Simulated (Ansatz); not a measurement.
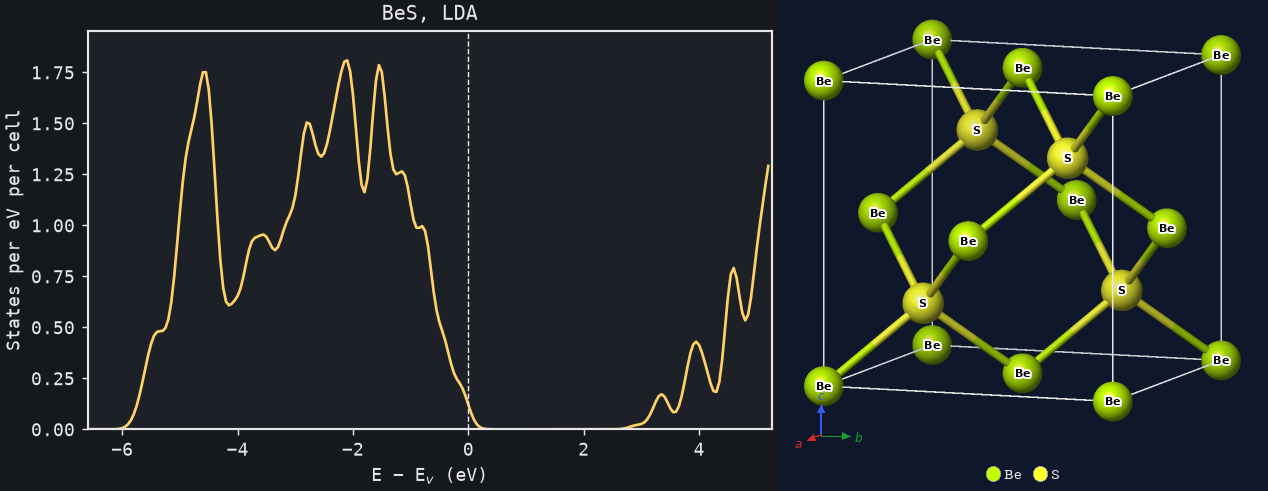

Density of states, beside the structure. Energies are counted from the top of the valence band. The curve is built from the levels of the k mesh with Gaussians 0.3 eV wide, which also blur the band edges.

Calculation on BeS, space group F-43m, 2 atoms in the cell; a = 3.44 Å, b = 3.44 Å, c = 3.44 Å, α = 60.00°, β = 60.00°, γ = 60.00°.

Ansatz; DFT, LDA, plane waves, PAW, no spin polarisation, 10×10×10 k mesh, 420 eV cutoff.

Is there a gap at the Fermi level, and how wide?

Answer. There is a gap; over the k points computed it is 2.92 eV (indirect; the smallest direct gap is 5.44 eV).

How wide is the upper valence band?

Answer. The upper group of valence states starts about 5.8 eV under the valence-band top, with a gap beneath it; it holds about 6 electrons a cell.
